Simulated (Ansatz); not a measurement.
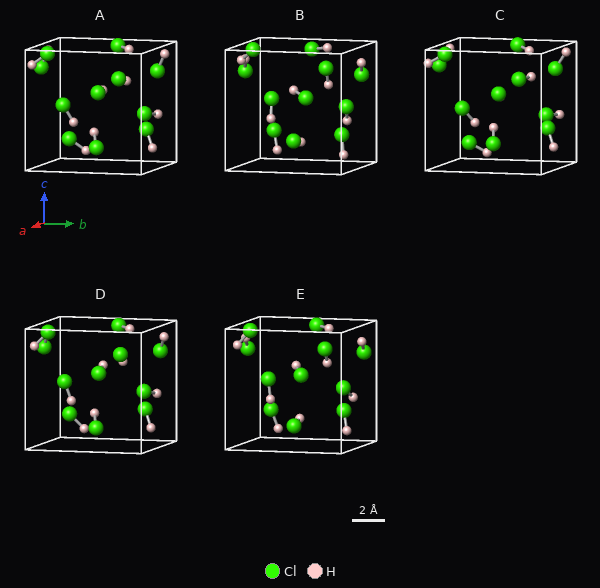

5 geometries from one relaxation of an amorphous cell of composition HCl, in shuffled order. The picture is a ball-and-stick view of the cell of the calculation, seen slightly off an axis.

The cell holds 10 HCl. The run prepares the start of a later molecular dynamics calculation, from a guessed geometry.

Method: DFT PBE-D3(BJ), scalar-relativistic, plane waves, PAW in Ansatz. Settings: plane-wave cutoff 420 eV; k-point mesh 1 × 1 × 1; occupations fermi dirac; smearing width 0.05 eV; no spin polarisation; atoms relaxed in a fixed cell; force threshold 0.3 eV/Å; at most 15 steps.

Put them in the order of the run, from the start to the converged end.

B, E, D, A, C. They are steps 0, 3, 6, 8, 12, at +90.9 meV per atom, +47.5 meV per atom, +23.0 meV per atom, +11.8 meV per atom relative to the last. Over 11 accepted moves (12 points after the start) the energy falls by 90.9 meV per atom. The largest force component goes from 0.64 to 0.18 eV/Å. 1 step only repeated the SCF at the same geometry. An H atom moves most: 1.27 Å along [2 −1 3]. Largest moves by element: H 1.27 Å, Cl 1.09 Å. The cell stays as it was. Near-neighbour distances that change, for instance: Cl–H 1.280 → 1.327 Å.

Limits of the set-up: the periodic images lie only 7.7 Å apart, so the values are limited by the cell's size.
